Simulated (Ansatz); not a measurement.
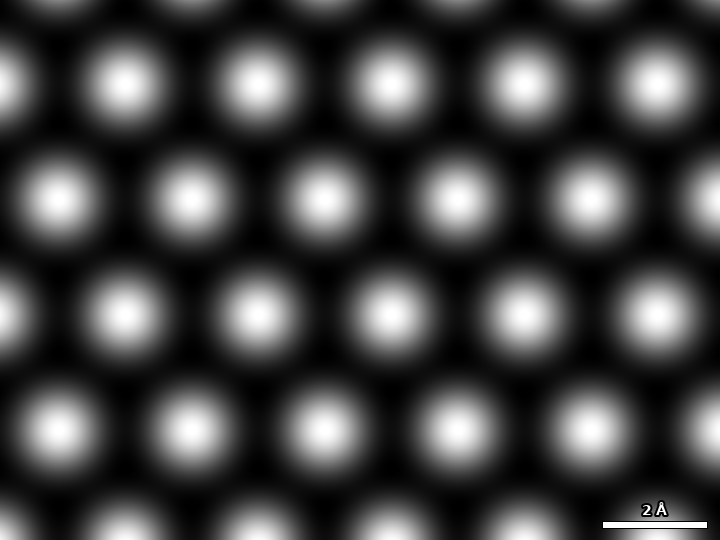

HAADF-like image of a crystal. Simulated incoherent Z contrast: every atom adds Z^1.7 spread by a probe of 1.30 Å full width; channelling and multiple scattering are left out.

Q: Measure the repeat of the pattern.

A: The pattern repeats on a hexagonal net with a repeat of 2.6 Å.

Q: What is the plane group of the image?

A: p6mm: sixfold points with mirror lines through them.

Q: How many columns does the smallest repeating cell hold, and how many levels of brightness?

A: 1 column in the primitive cell of 5.8 Å², all of one brightness.

The crystal is W (Im-3m, No. 229) seen along [111]. Structure used: coordinates from a relaxation with Ansatz 0.2.0, DFT r2SCAN, scalar-relativistic, plane waves, PAW; the starting structure was generated, so it need not be a known form of this composition.
